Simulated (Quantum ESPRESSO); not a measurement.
# Run report: CoSi₂, single-point calculation

- system: CoSi₂ (Fm-3m, 3 atoms in the cell)
- method: Kohn-Sham DFT of a periodic cell, PBEsol, PseudoDojo 0.4.1 SR PBEsol standard, no spin polarisation (Quantum ESPRESSO 7.5)

The structure was built on a prototype by a generator; it need not be a known phase.

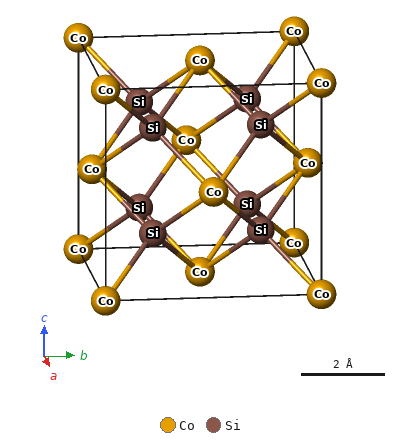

The structure (ball-and-stick view of the cell 4 times as large as that of the calculation, set on its symmetry axes, seen at an oblique angle).

Input file
```
&CONTROL
  calculation = 'scf'
  prefix = 'pwscf'
  outdir = './tmp'
  pseudo_dir = './pseudo'
  tprnfor = .true.
  tstress = .true.
  disk_io = 'nowf'
/
&SYSTEM
  ibrav = 0
  nat = 3
  ntyp = 2
  ecutwfc = 96
  nbnd = 19
  occupations = 'smearing'
  smearing = 'mp'
  degauss = 0.00734986
/
&ELECTRONS
  conv_thr = 6d-10
  electron_maxstep = 120
  mixing_beta = 0.5
/
ATOMIC_SPECIES
Co    58.9332 Co.upf
Si    28.0850 Si.upf
CELL_PARAMETERS angstrom
   0.0000000000    2.6503636500    2.6503636500
   2.6503636500    0.0000000000    2.6503636500
   2.6503636500    2.6503636500    0.0000000000
ATOMIC_POSITIONS crystal
Co     0.0000000000    0.0000000000    0.0000000000
Si     0.2500000000    0.2500000000    0.2500000000
Si     0.7500000000    0.7500000000    0.7500000000
K_POINTS automatic
16 16 16 0 0 0
```

Hardware: 1 thread of Intel Xeon @ 2.90GHz (Ice Lake), 176 GiB of memory available, shared host.

Launched with:
```bash
OMP_NUM_THREADS=1 pw.x -in pw.in > pw.out
```

Output
```
This program is part of the open-source Quantum ESPRESSO suite
     for quantum simulation of materials; please cite
         "P. Giannozzi et al., J. Phys.:Condens. Matter 21 395502 (2009);
         "P. Giannozzi et al., J. Phys.:Condens. Matter 29 465901 (2017);
         "P. Giannozzi et al., J. Chem. Phys. 152 154105 (2020);
          URL
     in publications or presentations arising from this work. More details at

     Message from routine setup:
     using ibrav=0 with symmetry is DISCOURAGED, use correct ibrav instead

     G-vector sticks info
     --------------------
     sticks:   dense  smooth     PW     G-vecs:    dense   smooth      PW
     Sum        1333    1333    379                31879    31879    5029

     Using Slab Decomposition

     bravais-lattice index     =            0
     lattice parameter (alat)  =       7.0830  a.u.
     unit-cell volume          =     251.2714 (a.u.)^3
     number of atoms/cell      =            3
     number of atomic types    =            2
     number of electrons       =        25.00
     number of Kohn-Sham states=           19
     kinetic-energy cutoff     =      96.0000  Ry
     charge density cutoff     =     384.0000  Ry
     scf convergence threshold =      6.0E-10
     mixing beta               =       0.5000
     number of iterations used =            8  plain     mixing
     Exchange-correlation= PBESOL
                           (   1   4  10   8   0   0   0)

     celldm(1)=   7.083034  celldm(2)=   0.000000  celldm(3)=   0.000000
     celldm(4)=   0.000000  celldm(5)=   0.000000  celldm(6)=   0.000000

     crystal axes: (cart. coord. in units of alat)
               a(1) = (   0.000000   0.707107   0.707107 )
               a(2) = (   0.707107   0.000000   0.707107 )
               a(3) = (   0.707107   0.707107   0.000000 )

     reciprocal axes: (cart. coord. in units 2 pi/alat)
               b(1) = ( -0.707107  0.707107  0.707107 )
               b(2) = (  0.707107 -0.707107  0.707107 )
               b(3) = (  0.707107  0.707107 -0.707107 )

     PseudoPot. # 1 for Co read from file:
     Co.upf
     Pseudo is Norm-conserving + core correction, Zval = 17.0
     Generated using ONCVPSP code by D. R. Hamann
     Using radial grid of 1388 points,  6 beta functions with:
                l(1) =   0
                l(2) =   0
                l(3) =   1
                l(4) =   1
                l(5) =   2
                l(6) =   2

     PseudoPot. # 2 for Si read from file:
     Si.upf
     Pseudo is Norm-conserving + core correction, Zval =  4.0
     Generated using ONCVPSP code by D. R. Hamann
     Using radial grid of 1510 points,  6 beta functions with:
                l(1) =   0
                l(2) =   0
                l(3) =   1
                l(4) =   1
                l(5) =   2
                l(6) =   2

     atomic species   valence    mass     pseudopotential
     Co               17.00    58.93320     Co( 1.00)
     Si                4.00    28.08500     Si( 1.00)

     48 Sym. Ops., with inversion, found

   Cartesian axes

     site n.     atom                  positions (alat units)
         1        Co     tau(   1) = (   0.0000000   0.0000000   0.0000000  )
         2        Si     tau(   2) = (   0.3535534   0.3535534   0.3535534  )
         3        Si     tau(   3) = (   1.0606602   1.0606602   1.0606602  )

     number of k points=   145  Methfessel-Paxton smearing, width (Ry)=  0.0073

     Number of k-points >= 100: set verbosity='high' to print them.

     Dense  grid:    31879 G-vectors     FFT dimensions: (  45,  45,  45)

     Initial potential from superposition of free atoms

     starting charge      24.9985, renormalised to      25.0000
     Starting wfcs are   18 randomized atomic wfcs +    1 random wfcs

     Self-consistent Calculation

     iteration #  1     ecut=    96.00 Ry     beta= 0.50
     Davidson diagonalization with overlap
     ethr =  1.00E-02,  avg # of iterations =  4.5

     total energy              =    -322.44318034 Ry
     estimated scf accuracy    <       0.54720417 Ry

     iteration #  2     ecut=    96.00 Ry     beta= 0.50
     Davidson diagonalization with overlap
     ethr =  2.19E-03,  avg # of iterations =  2.4

     total energy              =    -322.26521363 Ry
     estimated scf accuracy    <       4.01366319 Ry

     iteration #  3     ecut=    96.00 Ry     beta= 0.50
     Davidson diagonalization with overlap
     ethr =  2.19E-03,  avg # of iterations =  2.2

     total energy              =    -322.70642268 Ry
     estimated scf accuracy    <       0.01759106 Ry

     iteration #  4     ecut=    96.00 Ry     beta= 0.50
     Davidson diagonalization with overlap
     ethr =  7.04E-05,  avg # of iterations =  3.6

     total energy              =    -322.71123427 Ry
     estimated scf accuracy    <       0.00266870 Ry

     iteration #  5     ecut=    96.00 Ry     beta= 0.50
     Davidson diagonalization with overlap
     ethr =  1.07E-05,  avg # of iterations =  3.2

     total energy              =    -322.71058000 Ry
     estimated scf accuracy    <       0.00114048 Ry

     iteration #  6     ecut=    96.00 Ry     beta= 0.50
     Davidson diagonalization with overlap
     ethr =  4.56E-06,  avg # of iterations =  2.6

     total energy              =    -322.71086389 Ry
     estimated scf accuracy    <       0.00080610 Ry

     iteration #  7     ecut=    96.00 Ry     beta= 0.50
     Davidson diagonalization with overlap
     ethr =  3.22E-06,  avg # of iterations =  1.2

     total energy              =    -322.71091106 Ry
     estimated scf accuracy    <       0.00003470 Ry

     iteration #  8     ecut=    96.00 Ry     beta= 0.50
     Davidson diagonalization with overlap
     ethr =  1.39E-07,  avg # of iterations =  2.4

     total energy              =    -322.71091775 Ry
     estimated scf accuracy    <       0.00000009 Ry

     iteration #  9     ecut=    96.00 Ry     beta= 0.50
     Davidson diagonalization with overlap
     ethr =  3.65E-10,  avg # of iterations =  5.0

     total energy              =    -322.71091795 Ry
     estimated scf accuracy    <       0.00000033 Ry

     iteration # 10     ecut=    96.00 Ry     beta= 0.50
     Davidson diagonalization with overlap
     ethr =  3.65E-10,  avg # of iterations =  2.0

     total energy              =    -322.71091792 Ry
     estimated scf accuracy    <       0.00000009 Ry

     iteration # 11     ecut=    96.00 Ry     beta= 0.50
     Davidson diagonalization with overlap
     ethr =  3.65E-10,  avg # of iterations =  2.1

     End of self-consistent calculation

     Number of k-points >= 100: set verbosity='high' to print the bands.

     the Fermi energy is    13.4219 ev

!    total energy              =    -322.71091794 Ry
     estimated scf accuracy    <          3.2E-10 Ry
     smearing contrib. (-TS)   =      -0.00003131 Ry
     internal energy E=F+TS    =    -322.71088663 Ry

     The total energy is F=E-TS. E is the sum of the following terms:
     one-electron contribution =    -205.67092203 Ry
     hartree contribution      =     117.31854984 Ry
     xc contribution           =     -62.17602024 Ry
     ewald contribution        =    -172.18249420 Ry

     convergence has been achieved in  11 iterations

     Forces acting on atoms (cartesian axes, Ry/au):

     atom    1 type  1   force =     0.00000000    0.00000000   -0.00000000
     atom    2 type  2   force =     0.00000000   -0.00000000    0.00000000
     atom    3 type  2   force =    -0.00000000    0.00000000    0.00000000

     Total force =     0.000000     Total SCF correction =     0.000000

     Computing stress (Cartesian axis) and pressure

          total   stress  (Ry/bohr**3)                   (kbar)     P=       11.76
   0.00007996   0.00000000   0.00000000           11.76        0.00        0.00
   0.00000000   0.00007996   0.00000000            0.00       11.76        0.00
   0.00000000   0.00000000   0.00007996            0.00        0.00       11.76

=------------------------------------------------------------------------------=
   JOB DONE.
=------------------------------------------------------------------------------=
```

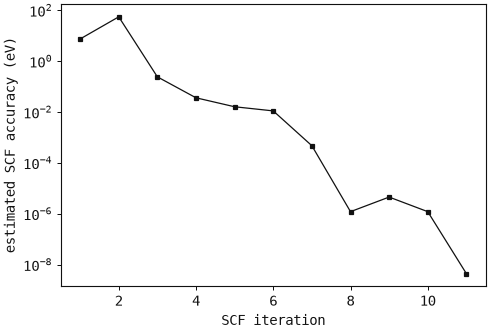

Convergence of the self-consistent field: estimated SCF accuracy against the iteration. The field takes 11 iterations in all.

Key numbers

| quantity | value |
| --- | --- |
| outcome | converged |
| space group (tolerance 0.01 Å) | Fm-3m (225) |
| electrons treated | 25 |
| free energy | −4390.7057 eV |
| Fermi energy | 13.422 eV |
| gap on the k-point mesh | none (metallic) |
| pressure | 1.18 GPa |
| largest force (length of the vector) | under 0.001 eV/Å |
| wall time | 4.3 min |
| peak memory | 0.21 GiB |

The run has no spin polarisation, so a magnetic state may lie lower.
